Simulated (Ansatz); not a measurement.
# Band-structure calculation, with input and output: CsPbBr3 (part 1 of 2)

System: CsPbBr3 (Pnma, 20 atoms in the cell).
Method: DFT r2SCAN, scalar-relativistic, plane waves, PAW, no spin polarisation (Ansatz 0.2.0).

The structure derives from an entry of the Crystallography Open Database. Figures and captions count atoms from 1; the log counts them from 0 in places.

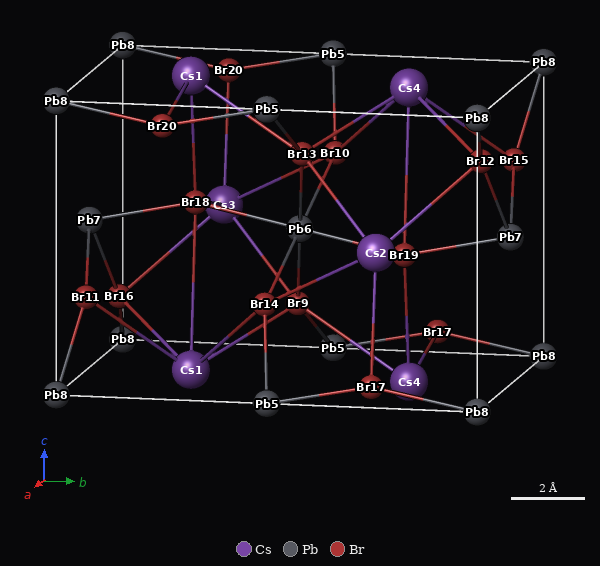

*The input geometry (ball-and-stick view of the cell of the calculation, seen slightly off an axis; atoms are numbered from 1 in the order of the input).*

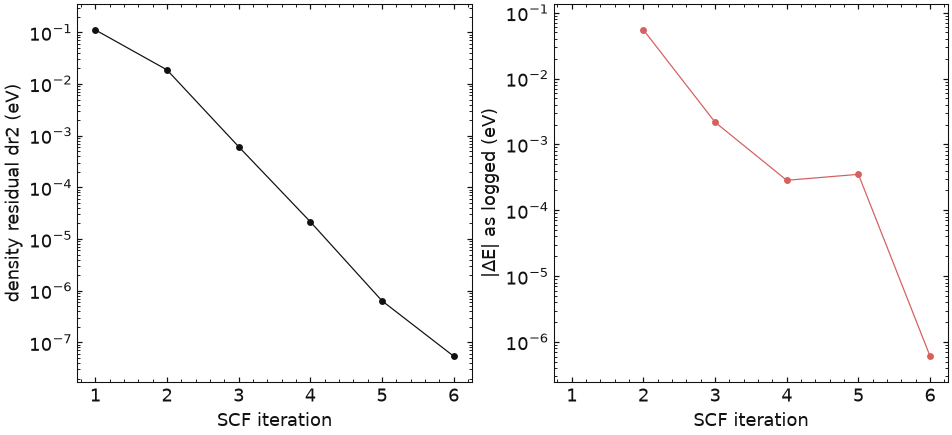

*Convergence of the self-consistent field: density residual dr2 and size of the energy change against the SCF iteration.*

The residual falls at every step.

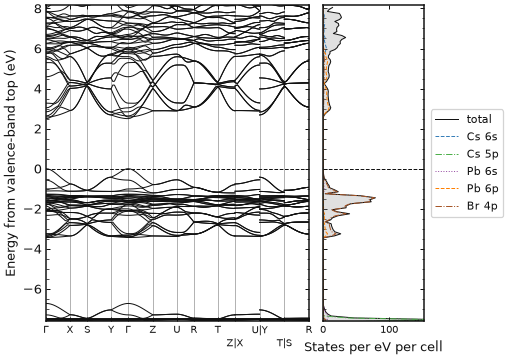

*Band structure along Γ–X–S–Y–Γ–Z–U–R–T–Z|X–U|Y–T|S–R and density of states (projected on Löwdin-orthogonalised atomic shells), with energies from the valence-band top.*

There is a gap of 2.50 eV on this path, direct, at Γ.

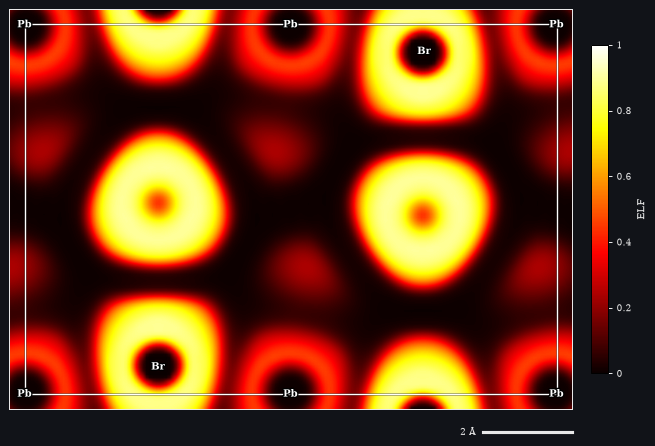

*ELF on the (100) plane of the conventional cell.*

The section cuts through Pb and Br sites. Pb–Br (3.04 Å): the ELF peaks at about 0.85 in the valence shell of Br, 0.8 Å from its nucleus, and drops to about 0.20 between the two atoms. Core electrons are frozen (PAW), so the fields are smoothed inside the atomic spheres.

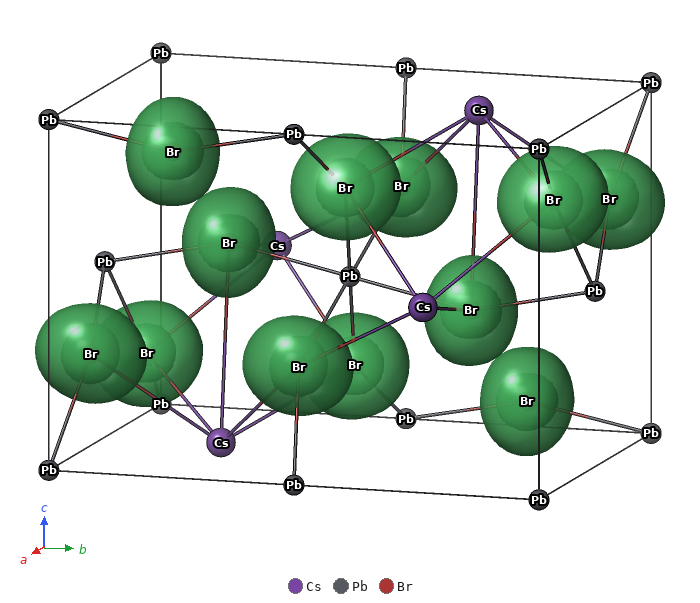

*Isosurface of the electron localisation function at 0.8 (green), seen slightly off an axis. Core shells and regions of very low density are left out. Sticks mark near contacts. The outline is the cell set on symmetry axes.*

Along the contacts the grid gives the following. Pb–Br (3.04 Å): the ELF peaks at about 0.85 in the valence shell of Br, 0.8 Å from its nucleus, and drops to about 0.20 between the two atoms.

The input and output of the run follow.

**Input file**
```yaml
crystal:
  lattice:
    - [8.5317013911, 0.0, 0.0]
    - [0.0, 11.8990968848, 0.0]
    - [0.0, 0.0, 8.261122876]
  atoms:
    - { symbol: Cs, position: [0.55758489, 0.25, 0.0165124105] }
    - { symbol: Cs, position: [0.94241511, 0.75, 0.5165124105] }
    - { symbol: Cs, position: [0.05758489, 0.25, 0.4834875895] }
    - { symbol: Cs, position: [0.44241511, 0.75, 0.9834875895] }
    - { symbol: Pb, position: [0.0, 0.5, 0.0] }
    - { symbol: Pb, position: [0.5, 0.5, 0.5] }
    - { symbol: Pb, position: [0.5, 0.0, 0.5] }
    - { symbol: Pb, position: [0.0, 0.0, 0.0] }
    - { symbol: Br, position: [0.2930930244, 0.4622548795, 0.2043915914] }
    - { symbol: Br, position: [0.2069069756, 0.5377451205, 0.7043915914] }
    - { symbol: Br, position: [0.7930930244, 0.0377451205, 0.2956084086] }
    - { symbol: Br, position: [0.7069069756, 0.9622548795, 0.7956084086] }
    - { symbol: Br, position: [0.7069069756, 0.5377451205, 0.7956084086] }
    - { symbol: Br, position: [0.7930930244, 0.4622548795, 0.2956084086] }
    - { symbol: Br, position: [0.2069069756, 0.9622548795, 0.7043915914] }
    - { symbol: Br, position: [0.2930930244, 0.0377451205, 0.2043915914] }
    - { symbol: Br, position: [0.0136797494, 0.75, 0.0728653643] }
    - { symbol: Br, position: [0.4863202506, 0.25, 0.5728653643] }
    - { symbol: Br, position: [0.5136797494, 0.75, 0.4271346357] }
    - { symbol: Br, position: [0.9863202506, 0.25, 0.9271346357] }
basis:
  ecutwfc: 500
kpoints:
  mp_grid: { grid: [4, 4, 4] }
  band_path:
    path:
      - [[0.0, 0.0, 0.0], [0.5, 0.0, 0.0], [0.5, 0.5, 0.0], [0.0, 0.5, 0.0], [0.0, 0.0, 0.0], [0.0, 0.0, 0.5], [0.5, 0.0, 0.5], [0.5, 0.5, 0.5], [0.0, 0.5, 0.5], [0.0, 0.0, 0.5]]
      - [[0.5, 0.0, 0.0], [0.5, 0.0, 0.5]]
      - [[0.0, 0.5, 0.0], [0.0, 0.5, 0.5]]
      - [[0.5, 0.5, 0.0], [0.5, 0.5, 0.5]]
    npoints: 10
hamiltonian:
  xc: r2scan
scf:
  occupations: { method: gaussian, width: 0.02 }
  n_extra_bands: 50
output:
  forces: true
  stress: true
  eigenvalues: true
  populations: true
  dos: { projected: true, de: 0.02, nscf_kmesh: { grid: [6, 6, 6] } }
  bader: false
  write_density: true
  write_potential: true
  elf: true
  volumetric_format: npy
```

Launched with:
```bash
ansatz run input.yaml --threads 8 --pin off --max-ram 22528MiB --backend cpu --events-out ev --progress --plain --runs-dir out
```

**Log**
```
scf.n_extra_bands = 50 over 88 filled bands (N_el = 176.0): the run solves 138 bands
Engine: ansatz 0.2.0, aarch64-unknown-linux-gnu
Pseudopotentials: kind: paw
Pseudopotential: Cs, paw, valence charge 9, recommended cutoff 500 eV (meta_gga), Cs.paw.azcp
Pseudopotential: Pb, paw, valence charge 14, recommended cutoff 500 eV (meta_gga), Pb.paw.azcp
Pseudopotential: Br, paw, valence charge 7, recommended cutoff 500 eV (meta_gga), Br.paw.azcp
Functional definition: r2SCAN
  parameter k0 = 0.174
  parameter k1 = 0.065
  parameter a1 = 4.9479
  exchange = r2scan_x(k0 = k0, k1 = k1, a1 = a1)
  correlation = r2scan_c
Crystal: 20 atoms, lattice volume = 838.665 Å³
Basis set: ecut = 500 eV, 21311 PW (Γ), exchange–correlation on 256×360×256 points (64 copies of the dense FFT grid, shifted against one another)
Bands: 138, of which v1, the nominal top of the filled ones, is band 88 counted from 1 (87 counted from 0)
Symmetry: 8 space group operations
Space group: Pnma (ITA 62), of the structure as read, at distance tolerance 9.4e-5 Å
k-points: 27 of 64
Non-local potential: Cs, projectors of the file, l = 0: 3, l = 1: 2, l = 2: 2, l = 3: 2
Non-local potential: Pb, projectors of the file, l = 0: 2, l = 1: 2, l = 2: 2, l = 3: 2
Non-local potential: Br, projectors of the file, l = 0: 2, l = 1: 2, l = 2: 2
PAW form: soft (Blöchl's): semilocal exchange-correlation on the pseudo side does not see the compensation charge
PAW frozen core: Cs, regenerated for the run's functional (the file was generated under x = pbe(κ = 0.804, μ = 0.2195149727645171), c = pbe(β = 0.06672455060314922))
PAW frozen core: Pb, regenerated for the run's functional (the file was generated under x = pbe(κ = 0.804, μ = 0.2195149727645171), c = pbe(β = 0.06672455060314922))
PAW frozen core: Br, regenerated for the run's functional (the file was generated under x = pbe(κ = 0.804, μ = 0.2195149727645171), c = pbe(β = 0.06672455060314922))
PAW one-centre angular grid: Cs, 302 points (default); XC on 160 Gauss nodes
PAW one-centre angular grid: Pb, 590 points (default); XC on 160 Gauss nodes
PAW one-centre angular grid: Br, 302 points (default); XC on 160 Gauss nodes
Initial density: superposition of atomic densities (neutral atoms: chi_scale 0, normalization atom), corrected by the library's trained network
Initial wavefunctions: pseudopotential atomic-orbital guess
Functional: x = r2scan, c = r2scan; τ floored in thin density (d = 2e-4 eV/Å³)
SCF iter   1: F=—  HF=-103971.268488 eV  |F-HF|=—  |Δ(HF+E_count)|=         —  Δρ=3.39e-3  dr2=1.11e-1  dr2_τ=3.46e-2  ethr=1.77e-3  ⟨swp⟩=7.4  Hψ=19561  notcnv=0  defer=737
preconditioner: auto → Resta (q_TF=auto, 2.103 Å⁻¹)  ε∞=2.2  [insulator: Δε(μ)=2.537 eV  Ē_g=15.092 eV  σ=0.020 eV  W_gap=1.00  n_scr=122 (ndim 8)  ℏωp=16.6 eV  f_vac=0.089  D(μ)=0.00/eV (n_scr^D=0)  ε∞_Penn≈2.2]
SCF iter   2: F=—  HF=-103971.323187 eV  |F-HF|=—  |Δ(HF+E_count)|=   5.47e-2  Δρ=1.34e-3  dr2=1.87e-2  dr2_τ=8.99e-4  ethr=6.32e-5  ⟨swp⟩=2.0  Hψ=6833  notcnv=0  defer=1186
SCF iter   3: F=—  HF=-103971.321014 eV  |F-HF|=—  |Δ(HF+E_count)|=   2.17e-3  Δρ=2.73e-4  dr2=6.12e-4  dr2_τ=4.46e-5  ethr=1.06e-5  ⟨swp⟩=2.0  Hψ=5080  notcnv=0  defer=1186
SCF iter   4: F=—  HF=-103971.321299 eV  |F-HF|=—  |Δ(HF+E_count)|=   2.85e-4  Δρ=5.81e-5  dr2=2.16e-5  dr2_τ=1.21e-6  ethr=3.48e-7  ⟨swp⟩=2.0  Hψ=4912  notcnv=0  defer=1186
SCF iter   5: F=—  HF=-103971.321650 eV  |F-HF|=—  |Δ(HF+E_count)|=   3.51e-4  Δρ=7.07e-6  dr2=6.39e-7  dr2_τ=2.43e-8  ethr=1.23e-8  ⟨swp⟩=2.0  Hψ=4819  notcnv=0  defer=1186
SCF iter   6: F=-103971.321650 eV  HF=-103971.321650 eV  |F-HF|=2.26e-8  |Δ(HF+E_count)|=   6.10e-7  Δρ=2.44e-6  dr2=5.43e-8  dr2_τ=7.38e-9  ethr=5.68e-11  ⟨swp⟩=21.9  Hψ=38560  notcnv=0
SCF 1 converged in 6 iterations: F = -103971.321650 eV  dr2 = 5.43e-8
  greatest PAW one-centre occupation: 0.981 electrons in one spin orbital (limit 2), on the Pb atom at site 6 (counted from 0), in its partial waves of l = 2
NSCF: frozen V_eff on 124 k-points
NSCF: frozen V_eff on 64 k-points
SCF converged after 6 iterations
Free energy (F): -103971.321650 eV
Harris-Foulkes:  -103971.321650 eV  (|F-HF|=2.26e-8)
Internal energy: -103971.321650 eV  (E = F + TS)
E sigma→0 (E₀):  -103971.321650 eV
Fermi energy:    3.727652 eV
--- Per-component energies (eV) ---
  E_band       = -1127.813034
  E_kinetic    = 3314.973729
  E_local      = -10568.732382  (includes V_loc(G=0)·N_el)
  E_nonlocal   = 2358.153599
  E_hartree    = 3846.951881
  E_xc         = -4495.802116
  E_vxc        = -2510.419973  (∫ρ·V_xc dr)
  E_paw        = -89336.036551  (= ΣΔE_a)
  E_vpaw       = -1555.701444  (= ΣTr[D̂ρ^β])
  E_aug_tail   = 0.000074  (compensation charges beyond the density's cutoff)
  E_vtau       = 140.007925  (kinetic-family band-sum trace: ∫τ·v_τ [+ j·A + Jᵃ·Aᵃ] dr)
  E_ewald      = -9092.993086
  E_core_change = 2.163202  (= ΣΔE_core)
  E_smearing   = -0.000000  (= −TS)
  E_closure    = 0.000000  (closes the sum)
  Σ components = -103971.321650   (vs F -103971.321650, Δ=0.00e0)
--- Forces (eV/Å), atoms counted from 1 ---
  atom   1  Cs     0.00861982     0.00000000     0.00647717
  atom   2  Cs    -0.00861982     0.00000000     0.00647717
  atom   3  Cs     0.00861982    -0.00000000    -0.00647717
  atom   4  Cs    -0.00861982    -0.00000000    -0.00647717
  atom   5  Pb     0.00000000     0.00000000     0.00000000
  atom   6  Pb    -0.00000000     0.00000000     0.00000000
  atom   7  Pb    -0.00000000     0.00000000     0.00000000
  atom   8  Pb     0.00000000     0.00000000    -0.00000000
  atom   9  Br    -0.01189473     0.01699456     0.01371590
  atom  10  Br     0.01189473    -0.01699456     0.01371590
  atom  11  Br    -0.01189473    -0.01699456    -0.01371590
  atom  12  Br     0.01189473     0.01699456    -0.01371590
  atom  13  Br     0.01189473    -0.01699456    -0.01371590
  atom  14  Br    -0.01189473     0.01699456    -0.01371590
  atom  15  Br     0.01189473     0.01699456     0.01371590
  atom  16  Br    -0.01189473    -0.01699456     0.01371590
  atom  17  Br    -0.00728617     0.00000000    -0.03274256
  atom  18  Br     0.00728617     0.00000000    -0.03274256
  atom  19  Br    -0.00728617    -0.00000000     0.03274256
  atom  20  Br     0.00728617     0.00000000     0.03274256
  max |Σ_I F_I| component: 1.39e-17 eV/Å
--- Stress (GPa, compression-positive) ---
       -0.651540       0.000000       0.000000
        0.000000      -0.688490       0.000000
        0.000000       0.000000      -0.639763
  P = ⅓ Tr σ = -0.6599 GPa (-6.599 kbar)
--- Band table (eV; the first three rows and the last of 27) ---
```
